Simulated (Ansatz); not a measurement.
**Sn₅S₉ (cell charge +3, with a compensating background) (cell with a defect): density, localisation and related maps**

```yaml
crystal:
  lattice:
    - [-5.55469, -3.20700, -6.82768]
    - [0.00000, 6.41400, -6.82768]
    - [5.55469, -3.20700, -6.82768]
  atoms:
    - { symbol: Sn, position: [0.68260, 0.98580, 0.32858] }
    - { symbol: Sn, position: [0.68654, 0.34046, 0.00771] }
    - { symbol: Sn, position: [0.32794, 0.98186, 0.64903] }
    - { symbol: Sn, position: [0.68260, 0.66108, 0.65304] }
    - { symbol: Sn, position: [0.33181, 0.33662, 0.32849] }
    - { symbol: Sn, position: [0.00697, 0.98574, 0.00379] }
    - { symbol: Sn, position: [0.33176, 0.66122, 0.00383] }
    - { symbol: Sn, position: [0.00728, 0.33683, 0.65321] }
    - { symbol: Sn, position: [0.00727, 0.66124, 0.32849] }
    - { symbol: S, position: [0.49733, 0.15131, 0.14102] }
    - { symbol: S, position: [0.49741, 0.47374, 0.81864] }
    - { symbol: S, position: [0.15096, 0.14920, 0.47238] }
    - { symbol: S, position: [0.49504, 0.80501, 0.47225] }
    - { symbol: S, position: [0.15384, 0.47737, 0.14458] }
    - { symbol: S, position: [0.82009, 0.15154, 0.81859] }
    - { symbol: S, position: [0.15094, 0.80509, 0.81628] }
    - { symbol: S, position: [0.82347, 0.47725, 0.47516] }
    - { symbol: S, position: [0.82323, 0.80783, 0.14470] }
    - { symbol: S, position: [0.19098, 0.84510, 0.18174] }
    - { symbol: S, position: [0.19485, 0.17092, 0.83838] }
    - { symbol: S, position: [0.86052, 0.84499, 0.51242] }
    - { symbol: S, position: [0.19120, 0.51466, 0.51229] }
    - { symbol: S, position: [0.86339, 0.17330, 0.18461] }
    - { symbol: S, position: [0.51696, 0.84847, 0.83829] }
    - { symbol: S, position: [0.86330, 0.51752, 0.84071] }
    - { symbol: S, position: [0.51701, 0.17098, 0.51571] }
    - { symbol: S, position: [0.51932, 0.51733, 0.18462] }
    - { symbol: Sn, position: [0.50629, 0.16104, 0.82930] }
```

Spin-polarised.

Computed with Ansatz, DFT PBE, scalar-relativistic, plane waves, PAW.

The density is the valence pseudo-density of a PAW calculation; it isn't the true density close to the nuclei.

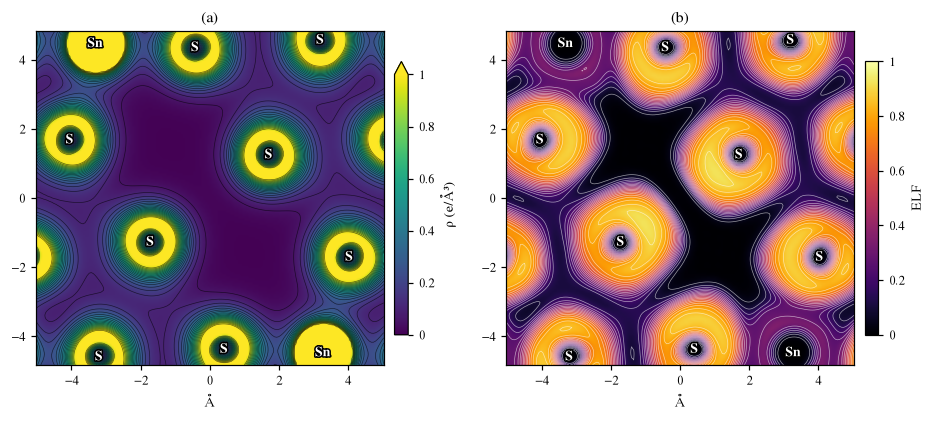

Figure 1. (a) valence pseudo-density; (b) electron localisation function on the (010) plane of the calculation cell.

What do the fields say about this system?

Answer. The section cuts through S and Sn sites. Sn–S (2.87 Å): the density is about 0.25 e/Å³ at the midpoint; the ELF peaks at about 0.85 in the valence shell of S, 0.9 Å from its nucleus, and drops to about 0.30 between the two atoms. Between the atoms the lowest density in this plane is 0.003 e/Å³. The ELF also peaks beside S, away from the bonds: lone-pair regions.

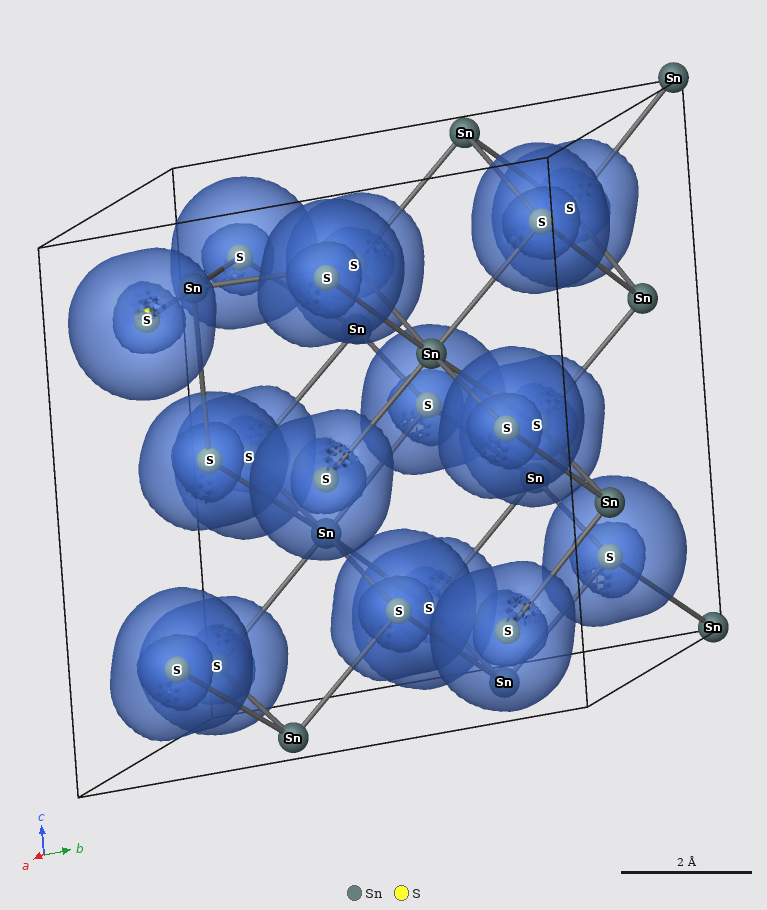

Figure 2. Isosurface of the electron localisation function at 0.75 (blue), seen slightly off an axis. Only the valence region is drawn (cores and ρ < 0.01 e/Å³ removed). Sticks mark near contacts.

Identify the bonds, lone pairs and shells in this picture.

Answer. The ELF exceeds this value in 18 regions wrapped around S (the valence shell of each), counted in one cell of 28 atoms. Regions shared between cells count once. Along the contacts the grid gives the following. Sn–S (2.55 Å): the ELF peaks at about 0.85 in the valence shell of S, 0.8 Å from its nucleus, and is about 0.55 at the midpoint. Sn–S (2.60 Å): the ELF peaks at about 0.90 in the valence shell of S, 0.8 Å from its nucleus, and is about 0.55 at the midpoint.

Does the calculation give a band gap?

Answer. It is gapless in this calculation (a metal or semimetal).
